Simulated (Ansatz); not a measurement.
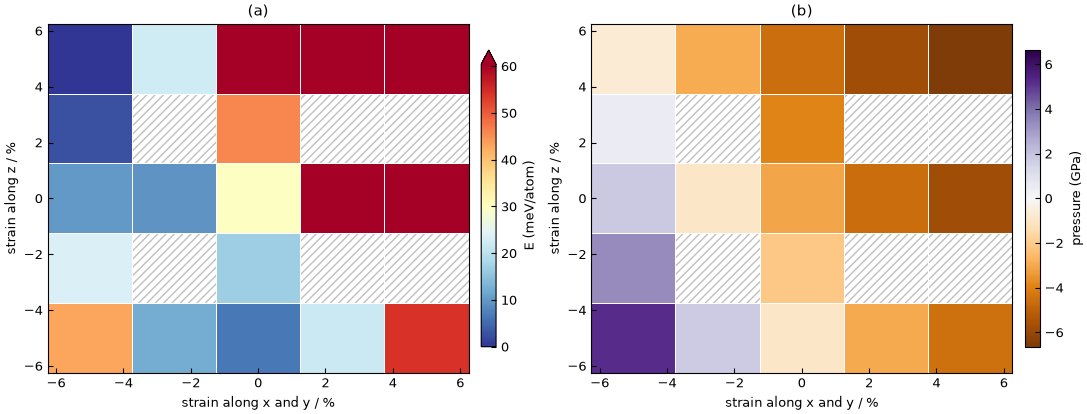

Pb (Im-3m, No. 229; 1 atom in the cell). 
- The cell is strained homogeneously, by one strain along x and y and another along z, with fractional coordinates fixed (x, y and z along the cube axes).
- Coordinates scanned: (1) strain along x and y; (2) strain along z.
- Grid: 5 × 5 points. At 6 points there is no value.
- Energies: meV/atom, counted from the lowest grid point.
- The reference cell is the one listed in the database, not relaxed at this level.
- All numbers below come from DFT LDA, scalar-relativistic, plane waves, PAW (Ansatz 0.2.0). Settings: cutoff 420 eV, k-mesh 18×18×18, gaussian smearing 0.15 eV, no spin polarisation.

Panel (a) is the energy and panel (b) the computed pressure on the same grid.

The picture shows one coloured cell a grid point, one colour for all values above the top of the scale, hatched blanks where no value was computed.

### How does the pressure vary over the map, and what is it at the lowest grid point?

It runs from −6.6 GPa at strain along x and y = 5.0 %, strain along z = 5.0 % to 5.2 GPa at strain along x and y = −5.0 %, strain along z = −5.0 %. At the lowest grid point, strain along x and y = −5.0 %, strain along z = 5.0 %, it is −0.7 GPa. That point lies on the edge of the scan.
